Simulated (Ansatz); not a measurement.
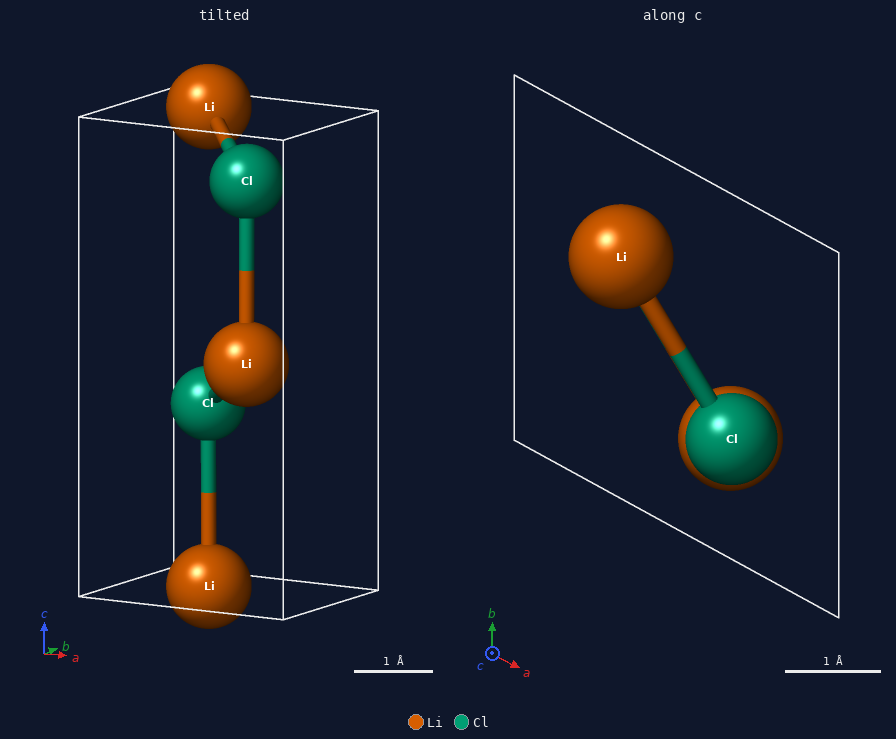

The image is a ball-and-stick drawing of a crystal, viewed slightly off an axis and along the c axis. The unit cell is outlined; an atom on or near a face, edge or corner is repeated at each equivalent position.

LiCl, a = 3.895 Å, b = 3.844 Å, c = 6.224 Å, α = 90.00°, β = 90.00°, γ = 118.71°. Strictly the space group is P2_1 (No. 4, within 0.01 Å). It is a distorted form of a primitive hexagonal structure, space group P6_3mc (No. 186) within 0.25 Å: wurtzite. Provenance: a structure type filled with these elements by a generator (whether the compound takes this form wasn't checked). The cell was then strained or its atoms displaced on purpose. A calculation with Ansatz used it as input.

This one geometry was computed with Ansatz (DFT, plane waves, PAW) at three levels of theory: HSE06, PBE and r2SCAN. It was relaxed with r2SCAN and then strained.

**How does the band gap change with the level of theory?**

PBE: a gap of 6.02 eV, direct; r2SCAN: a gap of 6.68 eV, direct; HSE06: a gap of 7.35 eV, direct.

**Collect the results in a table.**

| level | cutoff (eV) | k-mesh of the run's cell | gap (eV) | pressure (GPa) |
| --- | --- | --- | --- | --- |
| HSE06 | 420 | 6×6×4 | 7.35 | 0.2 |
| PBE | 420 | 12×12×4 | 6.02 | 0.7 |
| r2SCAN | 500 | 12×12×4 | 6.68 | 0.0 |

Gaps are taken on the k-mesh or band path of each run.
